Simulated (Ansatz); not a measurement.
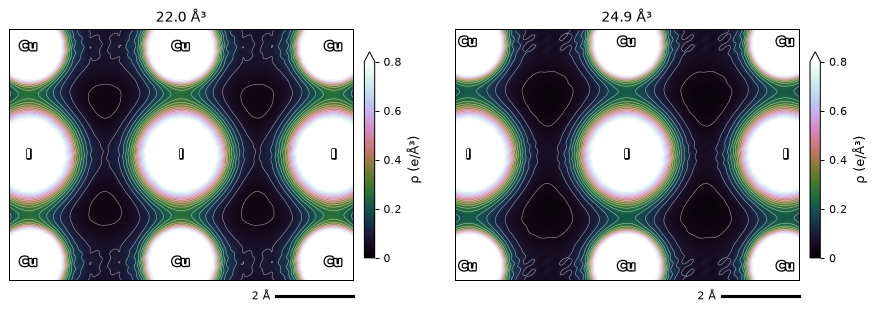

CuI. The valence pseudo-density of cells scaled evenly to different volumes (given per atom above each panel), on the (011̄) plane of each (indices in the axes of the cell below), at one length scale and on one colour scale.

A structure from a database of computed crystals, not necessarily the ambient phase.

The calculation used Ansatz 0.2.0, Kohn-Sham DFT of a periodic cell, PBE, Ansatz PAW.

In a PAW calculation such maps are meaningful between the atoms, not at the nuclei.

The largest cell:

```xyz
2
Lattice="0.0000 2.9182 2.9182 2.9182 0.0000 2.9182 2.9182 2.9182 0.0000" Properties=species:S:1:pos:R:3 pbc="T T T"
I     2.9182    2.9182    2.9182
Cu    0.0000    0.0000    0.0000
```

| volume (Å³/atom) | Cu–I contact in the plane (Å) | ρ at its midpoint (e/Å³) | pressure (GPa) | 
| --- | --- | --- | --- |
| 22.04 | 2.804 | 0.300 | 3.7 | 
| 24.38 | 2.900 | ? | ? | 
| 24.85 | 2.918 | 0.248 | −2.0 | 

Estimate the missing row, and compare with the calculation.

Over the known rows ln ρ falls by 1.67 per Å of Cu–I distance (the line through the two), which gives 0.256 e/Å³ at 2.900 Å; the calculation gives 0.255 e/Å³. For the pressure, a straight line in volume between the neighbouring rows gives −1.0 GPa; the calculation gives −1.3.
